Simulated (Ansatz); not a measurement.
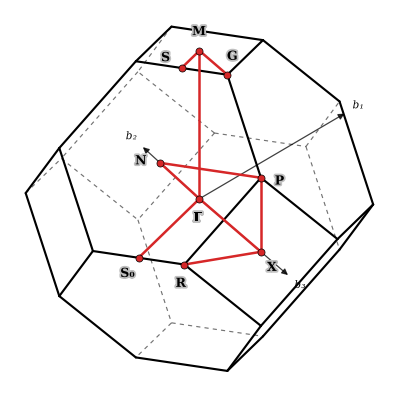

The first Brillouin zone and its special points. Crystal: Mn, coordinates from a relaxation with Ansatz 0.2.0, DFT, BLYP, plane waves (420 eV) with PAW, scalar-relativistic; the starting structure was generated, so it need not be a known form of this composition. Symmetry computed with spglib at a tolerance of 0.002 Å; standard conventional cell.

Space group I4/mmm, No. 139; a = 2.604 Å, b = 2.604 Å, c = 3.523 Å, α = 90.00°, β = 90.00°, γ = 90.00°.

Labels and path follow the convention of Hinuma et al. (2017), as computed by seekpath; the arrows show the directions of the reciprocal primitive vectors b₁, b₂, b₃, in which coordinates are given; lengths include the factor 2π.

**List the special points with their coordinates and distances from Γ.**

```csv
point,k₁,k₂,k₃,length of k (1/Å)
Γ,0,0,0,0.000
M,1/2,1/2,−1/2,1.783
X,0,0,1/2,1.706
P,1/4,1/4,1/4,1.925
N,0,1/2,0,1.500
S₀,−0.387,0.387,0.387,1.865
S,0.387,0.613,−0.387,1.865
R,−0.273,0.273,1/2,1.944
G,1/2,1/2,−0.273,1.944
```

**What is the zone's volume?**

(2π)³ over the primitive cell's volume of 11.95 Å³: 20.8 Å⁻³.
